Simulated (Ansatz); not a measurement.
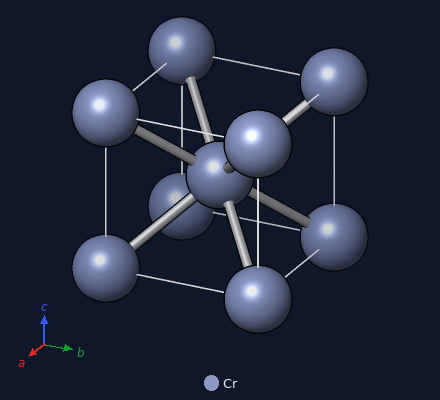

Cr (Im-3m, No. 229): the geometry relaxed with DFT PBE, scalar-relativistic, plane waves, PAW in Ansatz 0.2.0; the starting structure was generated, so it need not be a known form of this composition.

```yaml
crystal:
  lattice:
    - [2.84802, 0.00000, 0.00000]
    - [0.00000, 2.84802, 0.00000]
    - [0.00000, 0.00000, 2.84802]
  atoms:
    - { symbol: Cr, position: [0.00000, 0.00000, 0.00000] }
    - { symbol: Cr, position: [0.50000, 0.50000, 0.50000] }
```

> What will a HAADF-like image along [211] show? The image is simulated as a sum over atoms of Z^1.7, blurred by a 0.50 Å probe (no channelling). The probe carries 15 % of its weight in a tail 2.5 times as wide. The speckle of an amorphous layer was added.

The columns repeat on a rectangular net of 0.82 × 2.01 Å (plane group p2mm). All columns are alike (Cr). The shortest distance between visible columns is 0.82 Å in projection. Along the beam the structure repeats every 6.98 Å.

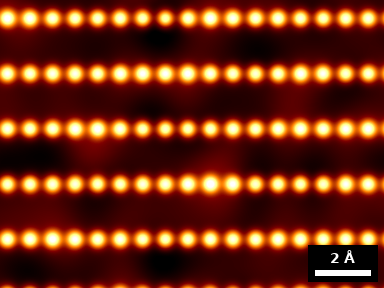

The simulated image.
